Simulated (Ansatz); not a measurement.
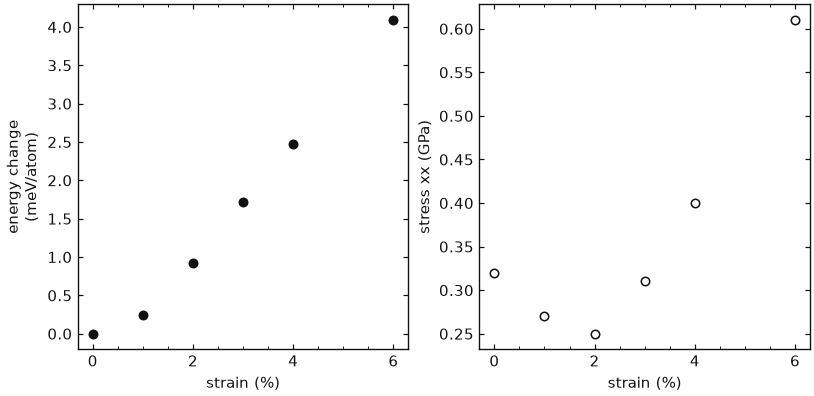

The figure shows the energy change and stress xx against strain for Al, space group P6_3/mmc (No. 194).

Structure:
```xyz
2
Lattice="2.7903 0.0000 0.0000 -1.3951 2.4164 0.0000 0.0000 0.0000 4.6479" Properties=species:S:1:pos:R:3 pbc="T T T"
Al    1.3951    0.8055    3.4859
Al    0.0000    1.6110    1.1620
```

How it was computed, with Ansatz 0.2.0: energy, stress and cell of a relaxed crystal along a series of strains, atoms and what the cell freedom names relaxed within the symmetry; stress is positive in compression; plane waves with PAW datasets, Γ-centred k mesh; energies extrapolated to zero smearing. Level: PBEsol with D3(BJ), no spin polarisation.

```tsv
setting	value
wave cutoff	420 eV
k mesh	24×24×12
occupations	Gaussian
smearing width	0.1 eV
strain kind	shear ca
cell freedom	cell held, c moved along a by strain times its height
```

Read off the course of the energy change.

Answer. It rises from 0.00 meV/atom at strain 0 % to 4.09 meV/atom at 6 %.

How does the stress xx vary with strain?

Answer. It goes from 0.32 GPa at strain 0 % to 0.61 GPa at 6 %, not monotonically, with a low of 0.25 GPa at 2 %.

Is there a gap?

Answer. No, the levels on the k mesh show a metal at every point.

Caveats: given cell holds a small stress on this mesh; stress is not monotonic along the series.
